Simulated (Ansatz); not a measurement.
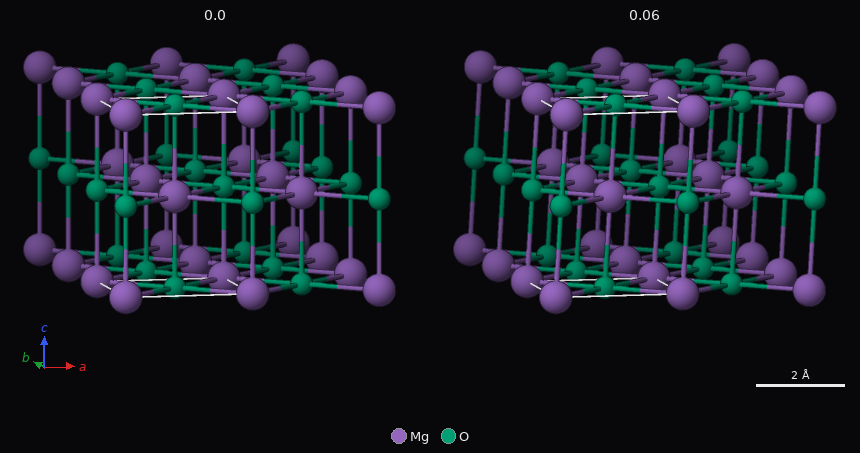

Crystalline MgO (set up in Fm-3m), under shear of c along a (cell held, atoms fixed by symmetry), with energies (extrapolated to zero smearing) counted from the relaxed crystal, which is the row at zero; the cubic crystal is set up in a tetragonal cell with a = a(cubic)/√2 and c = a(cubic). The picture shows the first and the last member. A ball-and-stick model of the cell of the calculation, repeated 2 × 3 × 1 with one cell outlined, seen slightly off an axis.

Computed with Ansatz 0.2.0: DFT r2SCAN, scalar-relativistic, plane waves, PAW. (plane-wave cutoff 500 eV; k-point mesh 8 × 8 × 6; occupations gaussian; smearing width 0.02 eV; no spin polarisation)

```
strain  energy (meV/atom)  a (Å)  c (Å)  band gap (eV)
   0.0               0.00  2.973  4.204           5.68
  0.01                  ?      ?      ?              ?
  0.02               1.82  2.973  4.205           5.60
  0.03               4.08  2.973  4.206           5.56
  0.04               7.26  2.973  4.208           5.51
  0.06              16.29  2.973  4.212           5.41
```

Question: Estimate the missing row from the others, and compare with the calculation.

Answer: A parabola through three neighbouring rows (0.0, 0.02, 0.03) gives, with Lagrange weights, (0.3333)(0.00) + (1.0000)(1.82) + (−0.3333)(4.08) = 0.46 meV/atom. The calculation gives 0.45 meV/atom (a = 2.973 Å, c = 4.205 Å). The estimate is 0.01 meV/atom too high. For the gap a parabola through the rows 0.0, 0.02, 0.03 gives 5.64 eV, and the calculation 5.64 eV (semilocal gaps, lower than measured ones as a rule).

The whole series:

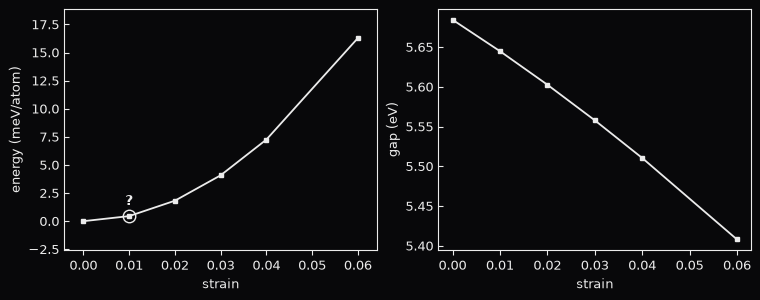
